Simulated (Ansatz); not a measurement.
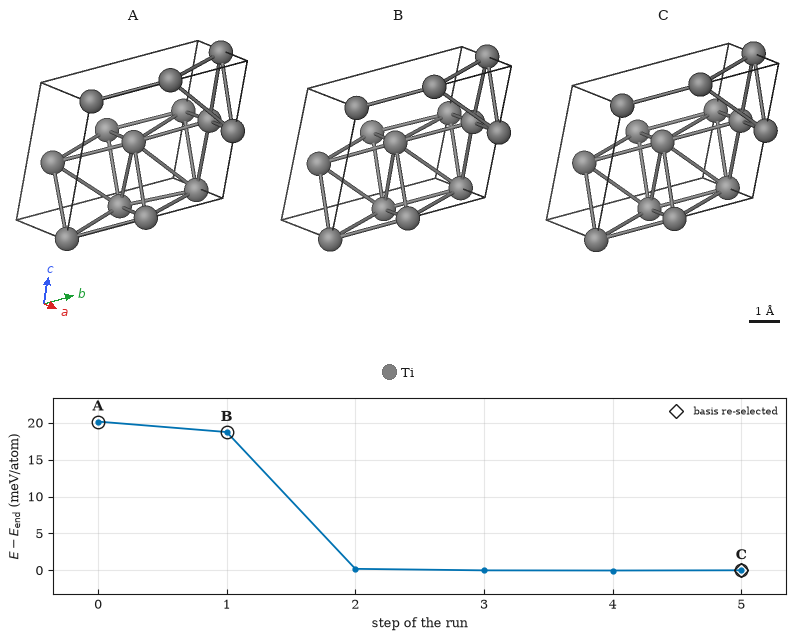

Frames of a relaxation of a crystal of Ti (set up in P1), marked on the history of the run. The picture is a ball-and-stick view of the cell of the calculation, reduced to other axes, seen slightly off an axis. Lengths and directions refer to the drawn axes.

Case: all atoms moved at random, sigma 0.05 Å for each component, cell strained at random, sigma 0.01; relaxed back.

All numbers below come from DFT PBEsol, scalar-relativistic, plane waves, PAW in Ansatz. (plane-wave cutoff 420 eV; k-point mesh 8 × 8 × 8; occupations gaussian; smearing width 0.15 eV; no spin polarisation; cell and atoms relaxed; force threshold 0.01 eV/Å; at most 80 steps)

Question: What happens along the run?

Answer: The energy falls by 20.2 meV per atom in 4 accepted moves (5 points after the start). The largest force component goes from 0.43 to 0.0003 eV/Å. The pressure goes from −2.72 to 0.00 GPa. At 1 point the geometry stayed and the basis and grid were re-selected for the new cell (energy shift of less than 0.05 meV per atom at most each time). A Ti atom moves most relative to the cell: 0.10 Å along [3 −1 −3]. Cell: a 5.729 → 5.738 Å (+0.2 %), b 5.745 → 5.737 Å (−0.1 %), c 5.821 → 5.737 Å (−1.4 %), α 60.9° → 60.0°, β 60.7° → 60.0°, γ 60.4° → 60.0°. Volume −2.8 %. Among the contacts that change: Ti–Ti 3.052 → 2.869 Å, Ti–Ti 3.009 → 2.868 Å, Ti–Ti 2.738 → 2.869 Å, Ti–Ti 2.983 → 2.869 Å. The space group (tolerance 0.01 Å) goes from P1 (No. 1) to Fm-3m (No. 225). From step 0 to 1: a Ti atom moves most (0.12 Å), volume −7.6 %, energy −1.4 meV per atom. From step 1 to 5: a Ti atom moves most (0.04 Å), volume +5.2 %, energy −18.7 meV per atom.

```json
{"step": "0", "E − E(0), meV/atom": "0.00", "largest force component, eV/Å": "0.4257", "pressure, GPa": "-2.72", "volume, Å³/atom": "17.177", "note": ""}
{"step": "1", "E − E(0), meV/atom": "-1.42", "largest force component, eV/Å": "0.2174", "pressure, GPa": "6.30", "volume, Å³/atom": "15.874", "note": ""}
{"step": "2", "E − E(0), meV/atom": "-19.96", "largest force component, eV/Å": "0.0110", "pressure, GPa": "-0.36", "volume, Å³/atom": "16.746", "note": ""}
{"step": "3", "E − E(0), meV/atom": "-20.17", "largest force component, eV/Å": "0.0094", "pressure, GPa": "-0.03", "volume, Å³/atom": "16.697", "note": ""}
{"step": "4", "E − E(0), meV/atom": "-20.18", "largest force component, eV/Å": "0.0003", "pressure, GPa": "0.00", "volume, Å³/atom": "16.693", "note": ""}
{"step": "5", "E − E(0), meV/atom": "-20.16", "largest force component, eV/Å": "0.0003", "pressure, GPa": "0.00", "volume, Å³/atom": "16.693", "note": "same geometry, new basis"}
```
